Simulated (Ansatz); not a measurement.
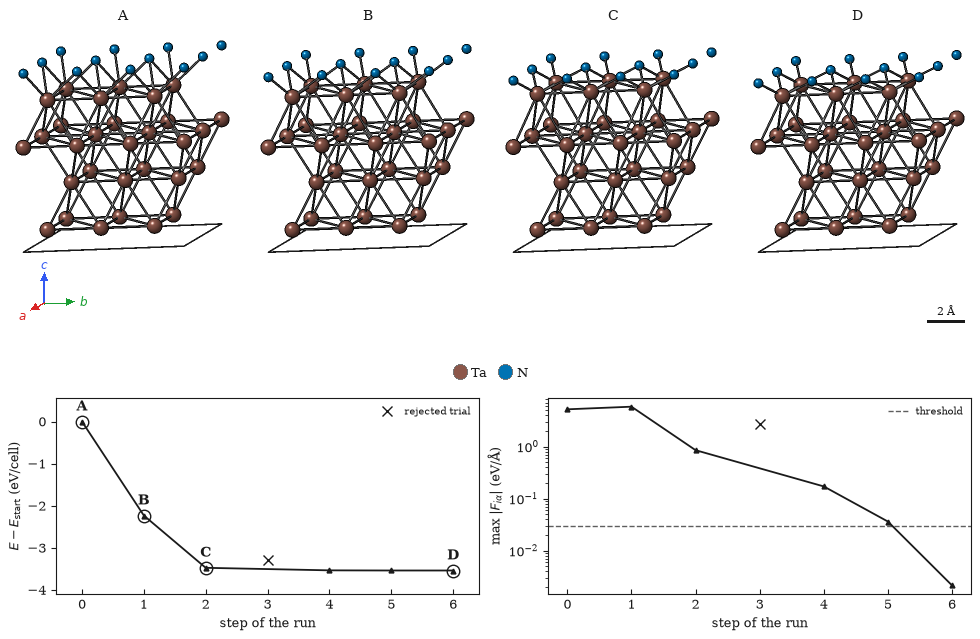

Frames of a constrained relaxation of a slab of composition Ta4N (cut from the Fm-3m phase), marked on the history of the run. A ball-and-stick model of the 2 × 3 repeat of the cell, outlined in the plane, without the vacuum, seen slightly off an axis.

Case: N put at a hollow Ta-Ta-Ta site. The slab is the (1 1 1) face of Ta with N on it. 2 atoms are held fixed.

Computed with Ansatz 0.2.0, DFT PBEsol, scalar-relativistic, plane waves, PAW.

Input file:
```yaml
crystal:
  lattice:
    - [2.952588334, 0.0, 0.0]
    - [-1.476294167, 2.5570165042, 0.0]
    - [0.0, 0.0, 26.2323348389]
  atoms:
    - { symbol: Ta, position: [0.6666666667, 0.3333333333, 0.3240275809] }
    - { symbol: Ta, position: [0.3333333333, 0.6666666667, 0.415928599] }
    - { symbol: Ta, position: [0.0, 0.0, 0.5077378576] }
    - { symbol: Ta, position: [0.6666666667, 0.3333333333, 0.5991526892] }
    - { symbol: "N", position: [0.0, 0.0, 0.6647206233] }
basis:
  ecutwfc: 420
kpoints:
  mp_grid: { grid: [12, 12, 1] }
hamiltonian:
  xc: pbesol
scf:
  occupations: { method: gaussian, width: 0.1 }
output:
  forces: true
  eigenvalues: true
  write_density: true
  write_potential: true
  elf: true
  volumetric_format: npy
relax:
  adjacent_minimum: "off"
  f_tol: 0.03
  max_steps: 70
  constraints: [{ sites: [0, 1] }]
efield:
  axis: 3
  dipole_correction: true
  ramp_width: 0.04
```

Launched with:
```bash
ansatz run input.yaml --threads 2 --pin off --max-ram 5120MiB --backend cpu --events-out ev --progress --plain --runs-dir out
```

Describe the path.

Over 5 accepted moves (6 points after the start) the energy falls by 3.537 eV per cell of the calculation. The largest force component goes from 5.2 to 0.0022 eV/Å. The line search rejected the trial step at point 3 of the run. The atom that moves furthest is N5 (0.53 Å along the normal (−c)). Largest moves by element: N 0.53 Å, Ta 0.24 Å. The cell doesn't change. Near-neighbour distances that change, for instance: Ta4–N5 2.422 → 1.951 Å, Ta3–Ta4 2.942 → 3.095 Å, Ta2–Ta3 2.951 → 2.995 Å. Bond angles that change, for instance: Ta4–N5–Ta4 75.1° → 98.3°. Cost: 56 s on 2 threads of Arm Neoverse V1, on a shared host, peak memory 0.46 GiB. From step 0 to 1: N5 moves most (0.19 Å), energy −2.231 eV per cell of the calculation. From step 1 to 2: N5 moves most (0.19 Å), energy −1.241 eV per cell of the calculation. From step 2 to 6: N5 moves most (0.14 Å), energy −64.0 meV per cell of the calculation.

```json
{"step": "0", "E − E(0), meV/atom": "0.00", "largest force component, eV/Å": "5.1821", "note": ""}
{"step": "1", "E − E(0), meV/atom": "-446.24", "largest force component, eV/Å": "5.8190", "note": ""}
{"step": "2", "E − E(0), meV/atom": "-694.52", "largest force component, eV/Å": "0.8499", "note": ""}
{"step": "3", "E − E(0), meV/atom": "-655.45", "largest force component, eV/Å": "2.7310", "note": "rejected"}
{"step": "4", "E − E(0), meV/atom": "-706.61", "largest force component, eV/Å": "0.1711", "note": ""}
{"step": "5", "E − E(0), meV/atom": "-707.29", "largest force component, eV/Å": "0.0362", "note": ""}
{"step": "6", "E − E(0), meV/atom": "-707.32", "largest force component, eV/Å": "0.0022", "note": ""}
```

Limits of the set-up: the cell has an odd number of electrons but was run without spin polarisation; the periodic images lie only 3.0 Å apart, so the values are limited by the cell's size.
